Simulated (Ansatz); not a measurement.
Input

```
crystal:
  lattice:
    - [2.0952101537, 1.2096701462, 10.4336389292]
    - [-2.0952101537, 1.2096701462, 10.4336389292]
    - [0.0, -2.4193402925, 10.4336389292]
  atoms:
    - { symbol: Bi, position: [0.395639126, 0.395639126, 0.395639126] }
    - { symbol: Bi, position: [0.604360874, 0.604360874, 0.604360874] }
    - { symbol: Se, position: [0.0, 0.0, 0.0] }
    - { symbol: Se, position: [0.2211433236, 0.2211433236, 0.2211433236] }
    - { symbol: Se, position: [0.7788566764, 0.7788566764, 0.7788566764] }
basis:
  ecutwfc: 420
kpoints:
  mp_grid: { grid: [6, 6, 6] }
hamiltonian:
  xc: pbe
scf:
  occupations: { method: gaussian, width: 0.02 }
output:
  forces: true
  stress: true
  eigenvalues: true
  write_density: true
  write_potential: true
  elf: true
  volumetric_format: npy
relax:
  adjacent_minimum: "off"
  f_tol: 0.005
  max_steps: 80
  cell: { stress_tol: 0.05 }
```

Launched as:

```sh
ansatz run input.yaml --threads 2 --pin off --max-ram 5120MiB --backend cpu --events-out ev --progress --plain --runs-dir out
```

Below, planes, directions and counts refer to the conventional cell (a = 4.19 Å, b = 4.19 Å, c = 31.30 Å, α = 90.00°, β = 90.00°, γ = 120.00°).

The fields are those of the run's last geometry, not of the input's.

Space group R-3m.

All numbers below come from DFT PBE, scalar-relativistic, plane waves, PAW (Ansatz 0.2.0).

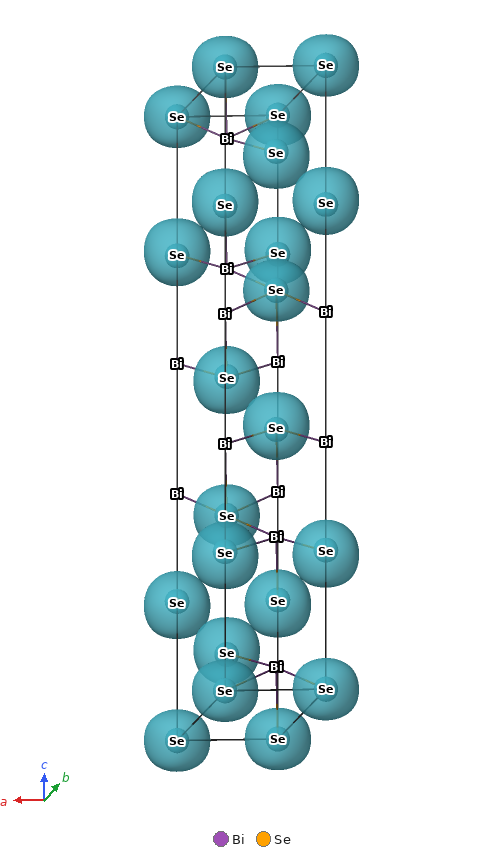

Bi₂Se₃. Isosurface of the ELF at 0.6 (cyan), seen at an oblique angle. Core shells and regions of very low density are left out. Sticks mark near contacts.

Core electrons are frozen (PAW), and the valence fields are smoothed inside the atomic spheres.

Question: Where are the electrons localised?

Answer: At this value the surface marks out nine regions wrapped around Se (the valence shell of each), counted in one cell of 15 atoms. Regions shared between cells count once. Along the contacts the grid gives the following. Bi–Se (2.88 Å): the ELF is about 0.45 at the midpoint and 0.35 at its lowest between the atoms. Bi–Se (3.11 Å): the ELF is about 0.30 at the midpoint.

Question: Does the calculation give a band gap?

Answer: It is gapped, with a Kohn–Sham gap of 0.69 eV on the k-point mesh, an upper bound to the gap of this method.
